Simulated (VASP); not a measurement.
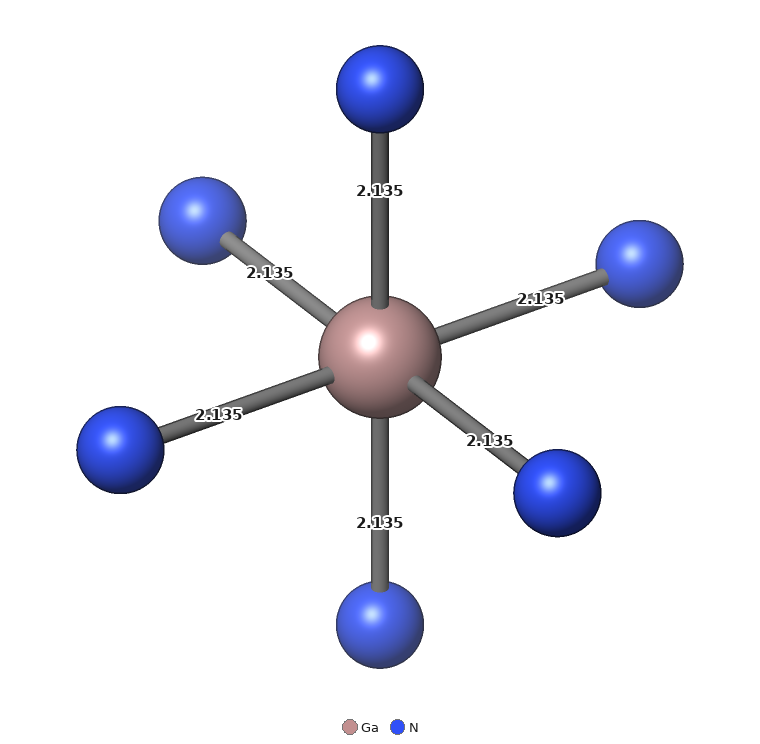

The surroundings of site Ga1 (at 0.000, 0.000, 0.000) in GaN (Fm-3m, No. 225), with bond lengths in Å.

Origin of the cell: a cell listed in the Materials Project, as set up for an electronic-structure calculation.

```
Ga N
1.0
     4.27047    0.00000    0.00000
     0.00000    4.27047    0.00000
     0.00000    0.00000    4.27047
Ga N
4 4
Cartesian
  0.0000 0.0000 0.0000
  0.0000 2.1352 2.1352
  2.1352 0.0000 2.1352
  2.1352 2.1352 0.0000
  2.1352 0.0000 0.0000
  2.1352 2.1352 2.1352
  0.0000 0.0000 2.1352
  0.0000 2.1352 0.0000
```

Bond valence s = exp((R0 − d)/b), R0 fitted to published crystal structures with b = 0.37 Å; R0 in Å: Ga3+–N 1.897.

### Calculate the bond-valence sum of Ga1 from the bonds drawn.

6 × 0.526 = 3.15 v.u., against a formal valence of 3: overbonded (bonds short for this ion) by 0.15.

### And over the whole structure?

```tsv
site	x, y, z	formal valence	bond-valence sum	difference
Ga1	0.000, 0.000, 0.000	+3	3.22	0.22
N1	0.500, 0.000, 0.000	−3	3.22	0.22
```

These sums include all anions within 5 Å. The global instability index (root mean square of the differences over all atoms) is 0.22 v.u.: above 0.2, which by the usual rule of thumb marks a strained structure. The cell was not relaxed for this table, and a volume that is off by a few per cent shifts all sums together.
